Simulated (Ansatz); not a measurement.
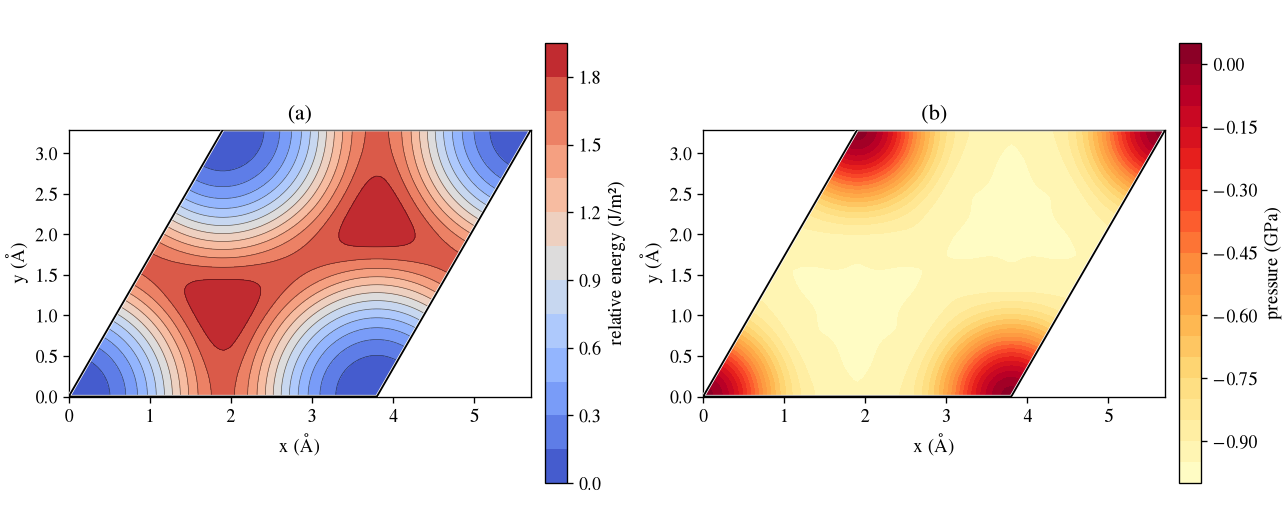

Si (P6_3/mmc, No. 194; 8 atoms in the cell). Gamma surface: rigid slide across a plane, one fault a cell; the plane is (0 0 1) of the conventional cell. Places are given modulo a cell vector. The map is drawn in real space over the plane of the slide. Nothing is relaxed (rigid halves, spacing across the cut fixed). The scan uses a 12 × 12 grid; 19 points were computed and 125 follow by symmetry. All energies are given in J/m² relative to the lowest grid point. The band gap closes in part of the range. Level of theory: DFT LDA, scalar-relativistic, plane waves, PAW (Ansatz 0.2.0). Settings: cutoff 420 eV, k-mesh 10×10×3 in the order of the run's cell vectors, gaussian smearing 0.03 eV, no spin polarisation.

Panel (a) is the energy; panel (b) is the computed pressure, in GPa.

In the figure: filled contours, the outline of one cell of the plane. Between grid points the surface is interpolated.

Q: How does the pressure vary over the map, and what is it at the lowest grid point?

A: It runs from −0.97 GPa at (2/12, 5/12) of the cell vectors to 0.02 GPa at (0/12, 0/12) of the cell vectors. At the lowest grid point, (0/12, 0/12) of the cell vectors, it is 0.02 GPa.

| slide along a2 ↓, slide along a1 → | 0/12 | 1/12 | 2/12 | 3/12 | 4/12 | 5/12 | 6/12 | 7/12 | 8/12 | 9/12 | 10/12 | 11/12 |
| --- | --- | --- | --- | --- | --- | --- | --- | --- | --- | --- | --- | --- |
| 11/12 | −0.10 | −0.10 | −0.31 | −0.60 | −0.83 | −0.92 | −0.95 | −0.95 | −0.92 | −0.83 | −0.60 | −0.31 |
| 10/12 | −0.40 | −0.31 | −0.40 | −0.60 | −0.81 | −0.92 | −0.94 | −0.97 | −0.94 | −0.92 | −0.81 | −0.60 |
| 9/12 | −0.70 | −0.60 | −0.60 | −0.70 | −0.83 | −0.92 | −0.95 | −0.97 | −0.97 | −0.95 | −0.92 | −0.83 |
| 8/12 | −0.87 | −0.83 | −0.81 | −0.83 | −0.87 | −0.92 | −0.94 | −0.97 | −0.96 | −0.97 | −0.94 | −0.92 |
| 7/12 | −0.92 | −0.92 | −0.92 | −0.92 | −0.92 | −0.92 | −0.95 | −0.97 | −0.97 | −0.97 | −0.97 | −0.95 |
| 6/12 | −0.95 | −0.95 | −0.94 | −0.95 | −0.94 | −0.95 | −0.95 | −0.95 | −0.94 | −0.95 | −0.94 | −0.95 |
| 5/12 | −0.92 | −0.95 | −0.97 | −0.97 | −0.97 | −0.97 | −0.95 | −0.92 | −0.92 | −0.92 | −0.92 | −0.92 |
| 4/12 | −0.87 | −0.92 | −0.94 | −0.97 | −0.96 | −0.97 | −0.94 | −0.92 | −0.87 | −0.83 | −0.81 | −0.83 |
| 3/12 | −0.70 | −0.83 | −0.92 | −0.95 | −0.97 | −0.97 | −0.95 | −0.92 | −0.83 | −0.70 | −0.60 | −0.60 |
| 2/12 | −0.40 | −0.60 | −0.81 | −0.92 | −0.94 | −0.97 | −0.94 | −0.92 | −0.81 | −0.60 | −0.40 | −0.31 |
| 1/12 | −0.10 | −0.31 | −0.60 | −0.83 | −0.92 | −0.95 | −0.95 | −0.92 | −0.83 | −0.60 | −0.31 | −0.10 |
| 0/12 | 0.02 | −0.10 | −0.40 | −0.70 | −0.87 | −0.92 | −0.95 | −0.92 | −0.87 | −0.70 | −0.40 | −0.10 |

PAW datasets: the set soft_1.
